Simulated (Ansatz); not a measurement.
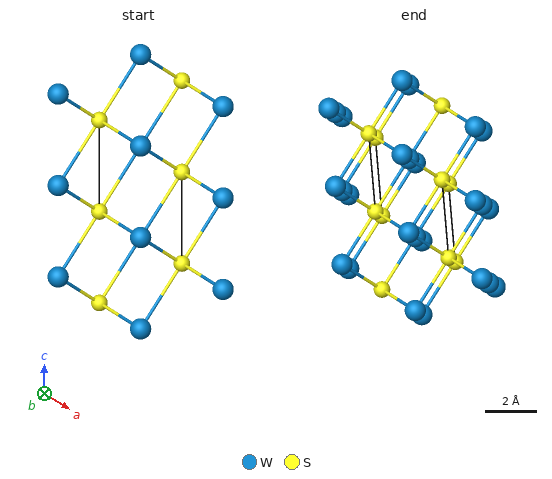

The structure of crystalline WS (a generated structure, set up in I4/mmm) before (left) and after (right) a relaxation, at one scale.

Style: ball-and-stick. Shown: the cell of the calculation, along the b axis.

The run lets cell and atoms move.

These are results of Kohn-Sham DFT of a periodic cell, PBEsol0, Ansatz PAW in Ansatz, not measurements.

The input:
```yaml
crystal:
  lattice:
    - [-2.15646527, 2.15646527, 2.47472653]
    - [2.15646527, -2.15646527, 2.47472653]
    - [2.15646527, 2.15646527, -2.47472653]
  atoms:
    - { symbol: W, position: [0.5, 0.5, 0.0] }
    - { symbol: S, position: [0.0, 0.0, 0.0] }
hamiltonian:
  xc: { exchange: pbesol, correlation: pbesol, exx: { coeff: 0.25 } }
  pseudopotentials: { kind: paw }
kpoints:
  mp_grid: { grid: [5, 5, 5] }
scf:
  occupations: { method: fermi_dirac, width: 0.05 }
output:
  forces: true
  stress: true
  eigenvalues: true
  write_density: true
  write_potential: true
  elf: true
  volumetric_format: npy
relax:
  f_tol: 0.01
  max_steps: 40
  cell: { stress_tol: 0.05 }
```

### What changed between the two?

No atom moves by more than 0.005 Å relative to the cell. The volume changes by −36.9 %, with a = b = c 3.927 → 3.436 Å (−12.5 %), α 113.4° → 119.1°, β 113.4° → 119.1°, γ 101.9° → 91.6°. Among the contacts that change: S–W 3.050 → 2.464 Å, S–W 2.475 → 2.395 Å. The space group stays I4/mmm (No. 139). After 8 accepted moves (9 points after the start) the energy has fallen by 1185 meV per atom. All forces vanish by symmetry, so only the cell relaxes. Pressure: −27.68 GPa at the start and −0.02 GPa at the end. The SCF was repeated once at an unchanged geometry on a basis and grid sized afresh for the cell, which shifted the energy by 1.1 meV per atom at most.
